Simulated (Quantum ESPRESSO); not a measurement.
# Energy of Sc along an even scaling of the cell

System: Sc (2 atoms in the cell).
Method: Kohn-Sham DFT of a periodic cell, PBEsol, PseudoDojo 0.4.1 SR PBEsol standard, no spin polarisation (Quantum ESPRESSO 7.5).

The 7 runs differ only in the geometry, by an even scaling of the cell at fixed fractional positions. The structure derives from an entry of the Crystallography Open Database.

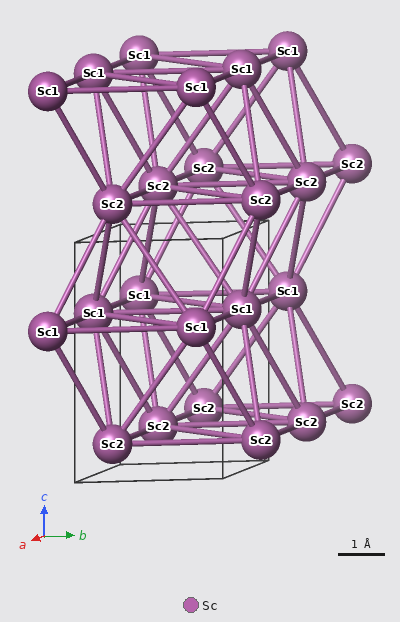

Figure 1. The structure of run 4 (ball-and-stick view of the cell of the calculation, repeated 3 × 2 × 2, seen slightly off an axis; atoms are numbered from 1 in the order of the input).

## Input of run 4
```
&CONTROL
  calculation = 'scf'
  prefix = 'pwscf'
  outdir = './tmp'
  pseudo_dir = './pseudo'
  tprnfor = .true.
  tstress = .true.
  disk_io = 'nowf'
/
&SYSTEM
  ibrav = 0
  nat = 2
  ntyp = 1
  ecutwfc = 78
  nbnd = 18
  occupations = 'smearing'
  smearing = 'fd'
  degauss = 0.00367493
/
&ELECTRONS
  conv_thr = 4d-10
  electron_maxstep = 120
  mixing_beta = 0.5
/
ATOMIC_SPECIES
Sc    44.9559 Sc.upf
CELL_PARAMETERS angstrom
   3.3090000000    0.0000000000    0.0000000000
  -1.6545000000    2.8656780611    0.0000000000
   0.0000000000    0.0000000000    5.2733000000
ATOMIC_POSITIONS crystal
Sc     0.6666666667    0.3333333333    0.7500000000
Sc     0.3333333333    0.6666666667    0.2500000000
K_POINTS automatic
9 9 5 0 0 0
```

Command:
```bash
OMP_NUM_THREADS=1 pw.x -in pw.in > pw.out
```

Run 5 differs from it as follows:
```diff
-   3.3090000000    0.0000000000    0.0000000000
-  -1.6545000000    2.8656780611    0.0000000000
-   0.0000000000    0.0000000000    5.2733000000
+   3.3309145459    0.0000000000    0.0000000000
+  -1.6654572730    2.8846566146    0.0000000000
+   0.0000000000    0.0000000000    5.3082235343
```

## Results, with one run withheld

```csv
run,volume per atom (Å³),"free energy per atom, from the lowest run given (meV)",pressure (GPa)
1,23.502,0.00,0.49
2,24.002,0.28,−0.71
3,24.502,4.13,−1.81
4,25.002,11.25,−2.81
5,25.502,?,?
6,26.002,34.19,−4.56
7,26.502,49.51,−5.31
```

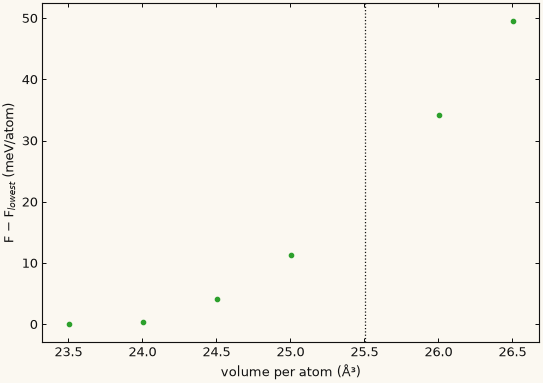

Figure 2. Free energy per atom of the runs given; the dotted line marks run 5.

Fit the runs given and predict run 5.

A cubic polynomial in V^(−2/3) (the Birch–Murnaghan form), fitted to the 6 runs given, misses them by under 0.01 meV per atom. With x = V^(−2/3) − 0.11733 Å⁻², it reads F = 9.2612 − 5047.9 x + 6.706e+05 x² − 1.8554e+06 x³ (meV per atom). At run 5 it gives 21.36 meV per atom, and the run itself gives 21.36. The slope of the fit gives a pressure −dF/dV of −3.69 GPa there, and the run prints −3.72 GPa. The fit has its minimum at 23.713 Å³ per atom, where V d²F/dV² gives 57.2 GPa. Cell shape and fractional positions are held, so this is the stiffness under even scaling; the relaxed bulk modulus wasn't computed.

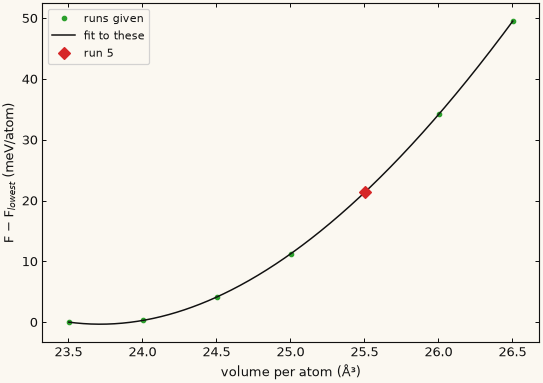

Figure 3. The fit and the withheld run.

## Some lines of the output (run 5)
```
[...]
     number of k points=    36  Fermi-Dirac smearing, width (Ry)=  0.0037
     total energy              =    -193.29746934 Ry
     total energy              =    -193.30225852 Ry
     total energy              =    -193.30247906 Ry
     total energy              =    -193.30248998 Ry
     total energy              =    -193.30254056 Ry
     total energy              =    -193.30254591 Ry
     total energy              =    -193.30254646 Ry
     total energy              =    -193.30254647 Ry
     the Fermi energy is     8.7626 ev
!    total energy              =    -193.30254647 Ry
     The total energy is F=E-TS. E is the sum of the following terms:
     Computing stress (Cartesian axis) and pressure
          total   stress  (Ry/bohr**3)                   (kbar)     P=      -37.24
```
